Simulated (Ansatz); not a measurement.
**Geometry relaxation of W₁₄Se₂₇ (charge +1) (part 3 of 3)**

The same run, continued: W₁₄Se₂₇ (defect cell, 41 atoms in the cell, total charge +1); DFT PBE, scalar-relativistic, plane waves, PAW, spin-polarised (Ansatz 0.2.0); cutoff 420 eV, 2×2×2 k-mesh, Gaussian smearing of 0.01 eV, collinear spins. The structure derives from a Materials Project entry. It belongs to a series of runs on one base structure; here: Se vacancy (site f), charge +1, atoms relaxed at the host's cell, started again with a moment of 3 μB.

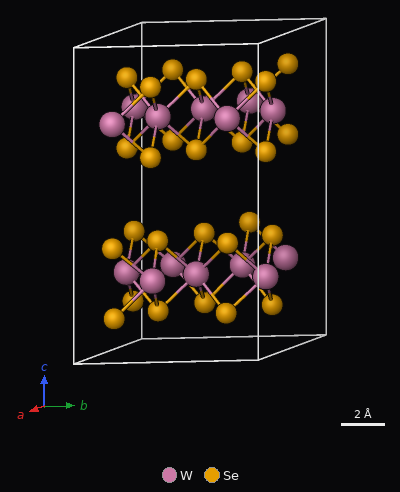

*The geometry at step 2 of the log (ball-and-stick view of the cell of the calculation, seen slightly off an axis).*

### Output, continued
```
  k-point 3 ↓: bands = ["-64.5119", "-64.5092", "-64.5089", "-64.4978", "-64.4903", "-64.4902", "-64.4624", "-64.4328", "-64.4314", "-64.4292", ... 168 levels left out ..., "-28.6616", "-28.6555", "-28.6525", "-28.6514", "-28.6487", "-28.6455", "-28.6316", "-28.6230", "-28.6218", "-28.5998", "-28.5998", "-28.5983", "-28.5914", "-4.5909", "-4.5800", "-4.5793", "-4.4857", "-3.8655", "-3.7902", "-3.7898", "-3.7293", "-3.5899", "-3.5878", "-3.5823", "-3.5065", "-3.2578", "-3.2174", "-3.2031", "-3.2009",
      "-3.1659", "-3.1203", "-3.0790", "-3.0081", "-3.0069", "-2.9858", "-2.9193", "-2.8957", "-2.8236", "-2.8194", "-2.7982", "3.3628", "3.4376", "3.9816", "3.9855", "4.0121", "4.0497", "4.1117", "4.1173", "4.1442", "4.1574", "4.3343", "4.3507", "4.3535", "4.4417", "4.4763", "4.4764", "4.5053", "4.5960", "4.7368", "4.8866", "5.1059", "5.1690", "5.1883", "5.2324", "5.4273", "5.4480", "5.4650", "5.4734", "5.4851",
      "5.5967", "5.6132", "5.6145", "5.7230", "5.7763", "5.9523", "5.9919", "6.0013", "6.1654", "6.2541", "6.3182", "6.3293", "6.3713", "6.3964", "6.4129", "6.4263", "6.6045", "6.6129", "6.6367", "6.6432", "6.6951", "6.7666", "6.7676", "6.7865", "6.8853", "6.9852", "7.2042", "7.4040", "7.4215", "7.4343", "7.4390", "7.4646", "7.4734", "7.5054", "7.5506", "7.6168", "7.6419", "7.6783", "7.6821", "7.6834",
      "7.8425", "7.8884", "7.8922", "7.9147", "7.9265", "7.9744", "8.0488", "8.2630", "8.3979", "8.4163", "8.4250", "8.5365", "8.5811", "8.6344", "8.6677", "8.6702", "8.6875", "8.6946", "8.9330", "8.9616", "9.0291", "9.0429", "9.1152", "9.2081", "9.3027", "9.3114", "9.3222", "10.6231", "10.7990", "11.3949", "11.4642", "11.4887", "11.5228", "11.5478", "11.5526", "11.5557", "11.5959", "11.6070", "11.6357", "11.7045",
      "11.8441", "11.9321", "11.9390", "11.9704", "11.9785", "12.0087", "12.0516", "12.0795", "12.0822", "12.1234", "12.1530", "12.1791", "12.1921", "12.2642", "12.3116", "12.4864", "12.5246", "12.5868", "12.6383", "12.6582", "12.6646", "12.6716", "12.6890", "12.7121", "12.7512", "12.8753", "12.8853", "13.0015", "13.1106", "13.2507", "13.2590", "13.2731", "13.3082", "13.4164", "13.6948", "13.7855", "13.7873", "13.8445", "13.9587", "13.9896",
      "13.9998", "14.0877", "14.0954", "14.1102", "14.8575", "14.9863", "15.0510", "15.0610", "15.1349", "15.5052", "15.6825"]
--- Relaxed structure (2 steps of the walk, 2 accepted, 0 SCFs on fresh bases) ---
  F+E_penalty+E_count = -293082.91685532 eV   max|allowed force component| = 1.934e-2 eV/Å
  atoms:
    - { symbol: W, position: [0.31822346880325214, 0.6628766401796748, 0.2506968537] }
    - { symbol: W, position: [0.6219891786032522, 0.5248095605463413, 0.24758490240000003] }
    - { symbol: W, position: [0.18947615373658536, 0.24003676091300813, 0.24758490240000003] }
    - { symbol: W, position: [0.916081742803252, 0.39606224547967467, 0.2506968537] }
    - { symbol: W, position: [0.4742489533699187, 0.09229653567967477, 0.24758490240000003] }
    - { symbol: W, position: [0.05140907410325207, 0.7982039714796748, 0.2506968537] }
    - { symbol: W, position: [0.7619047619032521, 0.9523809523796747, 0.2454723502] }
    - { symbol: W, position: [0.09523809523658539, 0.6190476190463414, 0.7513034286] }
    - { symbol: W, position: [0.3808011286032521, 0.47614465627967484, 0.7513713695] }
    - { symbol: W, position: [0.952694705603252, 0.1911856988796748, 0.7513566401] }
    - { symbol: W, position: [0.6667720991032521, 0.33348458567967476, 0.7513713695] }
    - { symbol: W, position: [0.23814105800325203, 0.047513615179674756, 0.7513713695] }
    - { symbol: W, position: [0.8099195647032523, 0.7615910086796748, 0.7513566401] }
    - { symbol: W, position: [0.5231000154032521, 0.9043661495796746, 0.7513566401] }
    - { symbol: Se, position: [0.37615341556991877, 0.47990090257967477, 0.1377684474] }
    - { symbol: Se, position: [0.9551394001032519, 0.20274350127967472, 0.13699780720000002] }
    - { symbol: Se, position: [0.6751760584365853, 0.3381322987130081, 0.1377684474] }
    - { symbol: Se, position: [0.23438481170325204, 0.03910965584634146, 0.1377684474] }
    - { symbol: Se, position: [0.8190326726032522, 0.7591463141796749, 0.13699780720000002] }
    - { symbol: Se, position: [0.5115422130032522, 0.8952530416796747, 0.13699780720000002] }
    - { symbol: Se, position: [0.3332157851032521, 0.6664955116796747, 0.6398708244] }
    - { symbol: Se, position: [0.6189391011699188, 0.5238182708796748, 0.6399744451] }
    - { symbol: Se, position: [0.19046744340325206, 0.23797797314634145, 0.6399744451] }
    - { symbol: Se, position: [0.9047082980032521, 0.3810699291796748, 0.6398708244] }
    - { symbol: Se, position: [0.47630774113658536, 0.09534661311300813, 0.6399744451] }
    - { symbol: Se, position: [0.047790202603252174, 0.8095774162796749, 0.6398708244] }
    - { symbol: Se, position: [0.7619047619032521, 0.9523809523796747, 0.6402473576000001] }
    - { symbol: Se, position: [0.09523809523658539, 0.6190476190463414, 0.3683374649] }
    - { symbol: Se, position: [0.3814450266365854, 0.4789811116130082, 0.35875101740000004] }
    - { symbol: Se, position: [0.9494385068699187, 0.19143930461300812, 0.35791447730000003] }
    - { symbol: Se, position: [0.6689646564032521, 0.3328406876463414, 0.35875101740000004] }
    - { symbol: Se, position: [0.2353046026699187, 0.045321057879674775, 0.35875101740000004] }
    - { symbol: Se, position: [0.8134293691699188, 0.7648472074130082, 0.35791447730000003] }
    - { symbol: Se, position: [0.5228464096699188, 0.9008563451130082, 0.35791447730000003] }
    - { symbol: Se, position: [0.3331654425032521, 0.6665122015463414, 0.8628303162000001] }
    - { symbol: Se, position: [0.6189720888699187, 0.5238570283130081, 0.8627835132] }
    - { symbol: Se, position: [0.19042868596991872, 0.23797220341300812, 0.8627835132] }
    - { symbol: Se, position: [0.9047753304699188, 0.38112027177967467, 0.8628303162000001] }
    - { symbol: Se, position: [0.4763135108699187, 0.09531362541300811, 0.8627835132] }
    - { symbol: Se, position: [0.04777351273658542, 0.809510383813008, 0.8628303162000001] }
    - { symbol: Se, position: [0.7619047619032521, 0.9523809523796747, 0.8624806064] }
--- Löwdin populations: 41 sites ---
  site symbol       q [e]    m [muB]
     0      W     13.5824     0.0061
     1      W     13.5738     0.0080
     2      W     13.5738     0.0080
     3      W     13.5824     0.0061
     4      W     13.5738     0.0080
     5      W     13.5824     0.0061
     6      W     13.5785     0.0233
     7      W     13.5699     0.0153
     8      W     13.5702     0.0166
     9      W     13.5684     0.0223
    10      W     13.5702     0.0166
    11      W     13.5702     0.0166
    12      W     13.5684     0.0223
    13      W     13.5684     0.0223
    14     Se     16.0919     0.0018
    15     Se     16.0905     0.0005
    16     Se     16.0919     0.0018
    17     Se     16.0919     0.0018
    18     Se     16.0905     0.0005
    19     Se     16.0905     0.0005
    20     Se     16.0766     0.0019
    21     Se     16.0774     0.0013
    22     Se     16.0774     0.0013
    23     Se     16.0766     0.0019
    24     Se     16.0774     0.0013
    25     Se     16.0766     0.0019
    26     Se     16.0795     0.0004
    27     Se     16.0627     0.0021
    28     Se     16.0702    -0.0001
    29     Se     16.0582    -0.0002
    30     Se     16.0702    -0.0001
    31     Se     16.0702    -0.0001
    32     Se     16.0582    -0.0002
    33     Se     16.0582    -0.0002
    34     Se     16.0744     0.0020
    35     Se     16.0764     0.0013
    36     Se     16.0764     0.0013
    37     Se     16.0744     0.0020
    38     Se     16.0764     0.0013
    39     Se     16.0744     0.0020
    40     Se     16.0789     0.0004
  spilling = 0.004625 (of n_electrons = 627.000000)
```

### Trajectory as extended XYZ (Å, eV, eV/Å), 2 frames, from step=1 to step=2
```
41
Lattice="8.3025 -2.8761 0.0000 -6.6420 -5.7521 0.0000 0.0000 0.0000 -15.0438" Properties=species:S:1:pos:R:3:forces:R:3 step=1 energy=-293082.91685
W    -1.7608   -4.7282   -3.7714    0.0026  -0.0046   0.0035
W     1.6783   -4.8076   -3.7246    0.0043   0.0011   0.0013
W    -0.0212   -1.9257   -3.7246   -0.0012  -0.0043   0.0013
W     4.9751   -4.9129   -3.7714    0.0026   0.0046   0.0035
W     3.3244   -1.8949   -3.7246   -0.0031   0.0032   0.0013
W    -4.8748   -4.7392   -3.7714   -0.0053   0.0000   0.0035
W     0.0000   -7.6695   -3.6928    0.0000   0.0000   0.0044
W    -3.3210   -3.8347  -11.3025    0.0000   0.0000  -0.0002
W    -0.0010   -3.8340  -11.3035    0.0008  -0.0003  -0.0005
W     6.6399   -3.8397  -11.3033   -0.0023  -0.0196  -0.0006
W     3.3209   -3.8359  -11.3035   -0.0001   0.0008  -0.0005
W     1.6616   -0.9582  -11.3035   -0.0007  -0.0005  -0.0005
W     1.6659   -6.7101  -11.3033    0.0181   0.0078  -0.0006
W    -1.6638   -6.7065  -11.3033   -0.0158   0.0118  -0.0006
Se   -0.0645   -3.8423   -2.0726   -0.0011   0.0025  -0.0002
Se    6.5834   -3.9132   -2.0610   -0.0021   0.0004  -0.0012
Se    3.3598   -3.8868   -2.0726   -0.0016  -0.0022  -0.0002
Se    1.6862   -0.8991   -2.0726    0.0027  -0.0003  -0.0002
Se    1.7578   -6.7223   -2.0610    0.0008  -0.0020  -0.0012
Se   -1.6992   -6.6208   -2.0610    0.0014   0.0017  -0.0012
Se   -1.6603   -4.7921   -9.6261    0.0005  -0.0017   0.0005
Se    1.6595   -4.7932   -9.6277   -0.0015  -0.0009   0.0016
Se    0.0007   -1.9167   -9.6277    0.0000   0.0017   0.0016
Se    4.9803   -4.7940   -9.6261    0.0013   0.0013   0.0005
Se    3.3212   -1.9183   -9.6277    0.0015  -0.0008   0.0016
Se   -4.9804   -4.7942   -9.6261   -0.0017   0.0004   0.0005
Se    0.0000   -7.6695   -9.6318    0.0000   0.0000   0.0012
Se   -3.3210   -3.8347   -5.5412    0.0000   0.0000  -0.0037
Se   -0.0144   -3.8522   -5.3970   -0.0020   0.0034  -0.0001
Se    6.6111   -3.8318   -5.3844   -0.0025  -0.0025  -0.0019
Se    3.3433   -3.8385   -5.3970   -0.0019  -0.0034  -0.0001
Se    1.6526   -0.9374   -5.3970    0.0039   0.0001  -0.0001
Se    1.6734   -6.7390   -5.3844    0.0034  -0.0009  -0.0019
Se   -1.6425   -6.6856   -5.3844   -0.0009   0.0034  -0.0019
Se   -1.6609   -4.7921  -12.9803    0.0004  -0.0017  -0.0008
Se    1.6596   -4.7935  -12.9796   -0.0015  -0.0008  -0.0017
Se    0.0004   -1.9165  -12.9796    0.0000   0.0017  -0.0017
Se    4.9805   -4.7944  -12.9803    0.0013   0.0012  -0.0008
Se    3.3215   -1.9182  -12.9796    0.0015  -0.0009  -0.0017
Se   -4.9801   -4.7938  -12.9803   -0.0017   0.0005  -0.0008
Se    0.0000   -7.6695  -12.9750    0.0000   0.0000  -0.0011
41
Lattice="8.3025 -2.8761 0.0000 -6.6420 -5.7521 0.0000 0.0000 0.0000 -15.0438" Properties=species:S:1:pos:R:3:forces:R:3 step=2 energy=-293082.91686
W    -1.7608   -4.7282   -3.7714    0.0025  -0.0044   0.0036
W     1.6783   -4.8076   -3.7246    0.0045   0.0014   0.0013
W    -0.0212   -1.9257   -3.7246   -0.0010  -0.0045   0.0013
W     4.9751   -4.9129   -3.7714    0.0026   0.0044   0.0036
W     3.3244   -1.8949   -3.7246   -0.0034   0.0032   0.0013
W    -4.8748   -4.7392   -3.7714   -0.0051   0.0000   0.0036
W     0.0000   -7.6695   -3.6928    0.0000   0.0000   0.0044
W    -3.3210   -3.8347  -11.3025    0.0000   0.0000  -0.0002
W    -0.0010   -3.8340  -11.3035    0.0008  -0.0003  -0.0005
W     6.6399   -3.8397  -11.3033   -0.0022  -0.0193  -0.0006
W     3.3209   -3.8359  -11.3035   -0.0002   0.0009  -0.0005
W     1.6616   -0.9582  -11.3035   -0.0007  -0.0006  -0.0005
W     1.6659   -6.7101  -11.3033    0.0179   0.0077  -0.0006
W    -1.6638   -6.7065  -11.3033   -0.0156   0.0116  -0.0006
Se   -0.0645   -3.8423   -2.0726   -0.0011   0.0025  -0.0002
Se    6.5834   -3.9132   -2.0610   -0.0021   0.0004  -0.0011
Se    3.3598   -3.8868   -2.0726   -0.0016  -0.0022  -0.0002
Se    1.6862   -0.8991   -2.0726    0.0027  -0.0003  -0.0002
Se    1.7578   -6.7223   -2.0610    0.0007  -0.0020  -0.0011
Se   -1.6992   -6.6208   -2.0610    0.0014   0.0016  -0.0011
Se   -1.6603   -4.7921   -9.6261    0.0005  -0.0017   0.0004
Se    1.6595   -4.7932   -9.6277   -0.0015  -0.0009   0.0015
Se    0.0007   -1.9167   -9.6277    0.0000   0.0017   0.0015
Se    4.9803   -4.7940   -9.6261    0.0013   0.0013   0.0004
Se    3.3212   -1.9183   -9.6277    0.0015  -0.0008   0.0015
Se   -4.9804   -4.7942   -9.6261   -0.0017   0.0004   0.0004
Se    0.0000   -7.6695   -9.6318    0.0000   0.0000   0.0012
Se   -3.3210   -3.8347   -5.5412    0.0000   0.0000  -0.0039
Se   -0.0144   -3.8522   -5.3970   -0.0019   0.0034  -0.0002
Se    6.6111   -3.8318   -5.3844   -0.0025  -0.0025  -0.0020
Se    3.3433   -3.8385   -5.3970   -0.0020  -0.0034  -0.0002
Se    1.6526   -0.9374   -5.3970    0.0039   0.0000  -0.0002
Se    1.6734   -6.7390   -5.3844    0.0034  -0.0009  -0.0020
Se   -1.6425   -6.6856   -5.3844   -0.0010   0.0034  -0.0020
Se   -1.6609   -4.7921  -12.9803    0.0004  -0.0017  -0.0007
Se    1.6596   -4.7935  -12.9796   -0.0015  -0.0008  -0.0016
Se    0.0004   -1.9165  -12.9796    0.0000   0.0017  -0.0016
Se    4.9805   -4.7944  -12.9803    0.0013   0.0012  -0.0007
Se    3.3215   -1.9182  -12.9796    0.0015  -0.0009  -0.0016
Se   -4.9801   -4.7938  -12.9803   -0.0017   0.0005  -0.0007
Se    0.0000   -7.6695  -12.9750    0.0000   0.0000  -0.0010
```

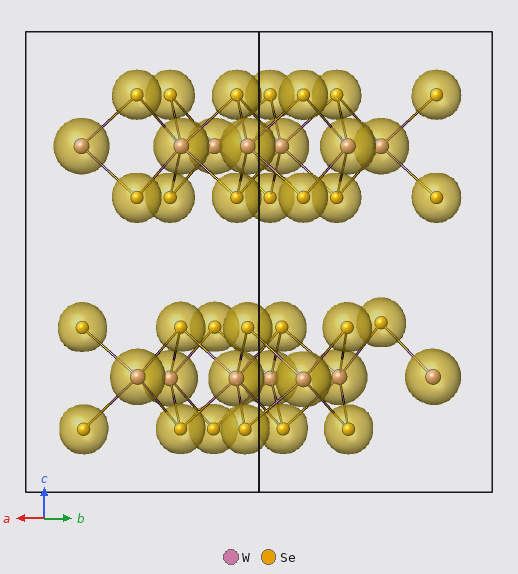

*Isosurface of the valence charge density (pseudo) at 1 e/Å³ (yellow), seen along [110]. Sticks mark near contacts. The outline is the calculation cell.*

At this value the density breaks into separate islands; it holds about 70 % of the electrons treated as valence (semicore included). It is pinched off along the W–Se (2.52 Å) and W–Se (2.56 Å) contacts. On the grid the lowest density along these lines, outside the cores, is 0.55 e/Å³ (W–Se, 2.52 Å) and 0.53 e/Å³ (W–Se, 2.56 Å). In a PAW calculation such maps are meaningful between the atoms, not at the nuclei.

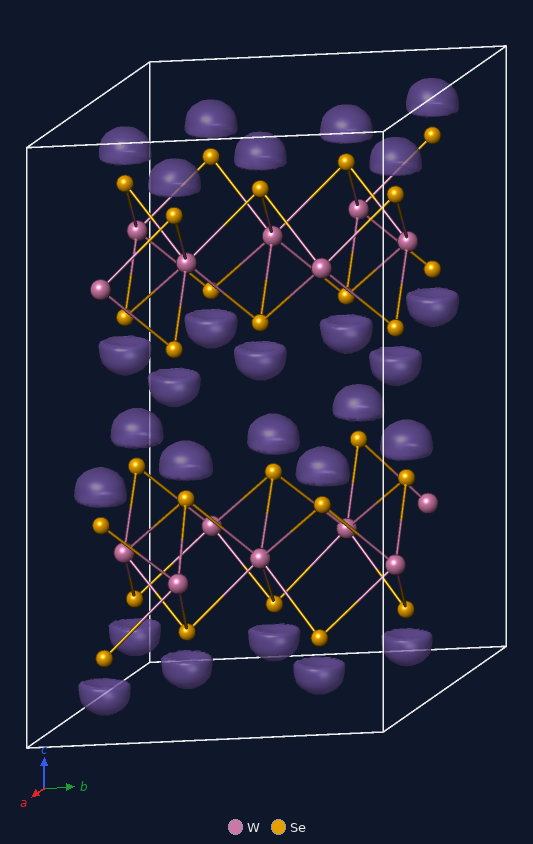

*Isosurface of the ELF at 0.85 (purple), seen slightly off an axis. Only the valence region is drawn (cores and ρ < 0.01 e/Å³ removed). Sticks mark near contacts. The outline is the calculation cell.*

Values along the shortest contacts: W–Se (2.52 Å): the ELF is about 0.50 at the midpoint. W–Se (2.56 Å): the ELF is about 0.55 at the midpoint.

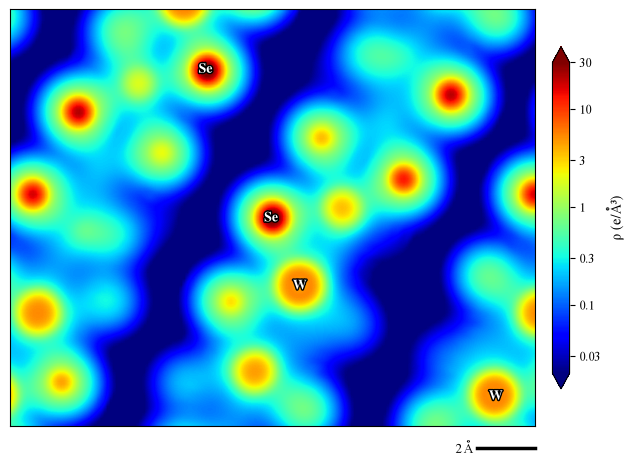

*Valence charge density (pseudo) on the (111) plane of the calculation cell.*

The section cuts through W and Se sites. W–Se (2.52 Å): the density is about 0.55 e/Å³ at the midpoint. Away from the nuclei the density in this plane falls to 0.003 e/Å³ at its lowest.
